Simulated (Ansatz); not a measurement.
System: AlGaAs2 (zincblende [001] superlattice) (P-4m2).

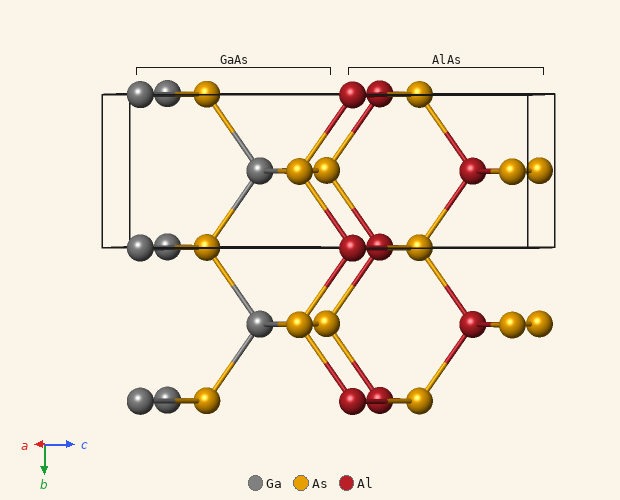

The structure (gallium grey, arsenic orange, aluminium red). 1×2×1 cells are drawn. Some periodic images of atoms are drawn too.

The structure was built from a prototype and need not be the compound's stable phase.

```xyz
8
Lattice="4.0121 0.0000 0.0000 0.0000 4.0122 0.0000 0.0000 0.0000 11.3080" Properties=species:S:1:pos:R:3 pbc="T T T"
Ga    0.0000    0.0000    0.7084
As    2.0061    0.0000    2.1177
Ga    2.0061    2.0061    3.5269
As    0.0000    2.0061    4.9413
Al    0.0000    0.0000    6.3544
As    2.0061    0.0000    7.7716
Al    2.0061    2.0061    9.1887
As    0.0000    2.0061   10.6018
```

The structure was relaxed with PBEsol. The runs that relaxed it are not among those shown. PAW set soft_1, made with PBE.

Gaps computed with Ansatz 0.2.0 without a self-energy: PBEsol 1.07 eV and HSE06 1.98 eV.

Question: What gap should G0W0 on PBEsol give (4×4×2 mesh, 543 empty bands, screening to 120 eV, default PAW files)?

About 1.86 eV: on its mesh the run moves the gap from 1.06 eV by +0.79 eV. A band edge moves to another state on the way. Among the scalar-relativistic levels given, HSE06 is nearest (+0.12 eV). Bands and cutoff are finite, so the gap is not at the basis limit. The miss can reach some tenths of an eV and take either sign; the mesh is an error of its own. The 4×4×2 mesh is coarse for this cell (its supercell is 16 Å along the shortest edge). The RPA ε∞ on it, from the PBEsol start, is 17.17 and 19.80; such meshes misread the long-range screening, most where the gap is narrow. The many-body steps are scalar-relativistic: spin-orbit coupling is not in them.

[Paths, hosts, dates, memory and timing lines, banners, echoed tables and standing remarks are left out of the program output.]

[Logs are printed without paths, hosts, clocks, repeated set-up lines and the standing remarks that a program may print on its own settings, such as how far it seeks lower states.]

[Runs of the session that timed out or met a known fault of the program may be left out.]

[Cells called generated may have been cut or substituted from an entry of the Crystallography Open Database or the Materials Project.]

[Hosts, paths, dates, database ids (printed as entryN), source tags and the programs' standing remarks are cut or masked in the printed files.]
